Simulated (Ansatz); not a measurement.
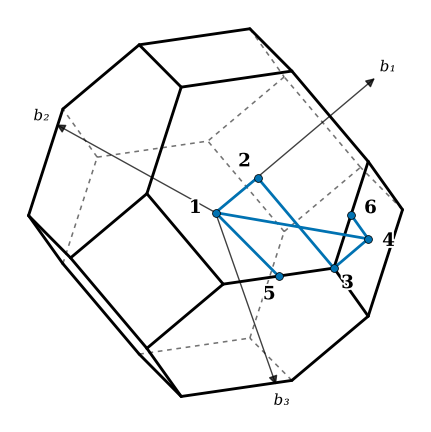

Crystal: Rh, the geometry relaxed with DFT PBEsol, scalar-relativistic, plane waves, PAW (Ansatz); the starting structure was generated, so it need not be a known form of this composition. The first Brillouin zone of a face-centred cubic lattice (cF; extended symbol cF2) is drawn with its special points numbered. The drawing is computed from the coordinates (standard cell, symmetry found to 0.002 Å).

a = 5.433 Å, b = 5.433 Å, c = 5.433 Å, α = 90.00°, β = 90.00°, γ = 90.00°.

Labels and path follow the convention of Hinuma et al. (2017), as computed by seekpath; the arrows show the directions of the reciprocal primitive vectors b₁, b₂, b₃, in which coordinates are given.

### Give the label and coordinates of each numbered point.

```json
{"no.": "1", "label": "Γ", "coordinates": "(0, 0, 0)"}
{"no.": "2", "label": "L", "coordinates": "(1/2, 1/2, 1/2)"}
{"no.": "3", "label": "W", "coordinates": "(1/2, 1/4, 3/4)"}
{"no.": "4", "label": "X", "coordinates": "(1/2, 0, 1/2)"}
{"no.": "5", "label": "K", "coordinates": "(3/8, 3/8, 3/4)"}
{"no.": "6", "label": "U", "coordinates": "(5/8, 1/4, 5/8)"}
```
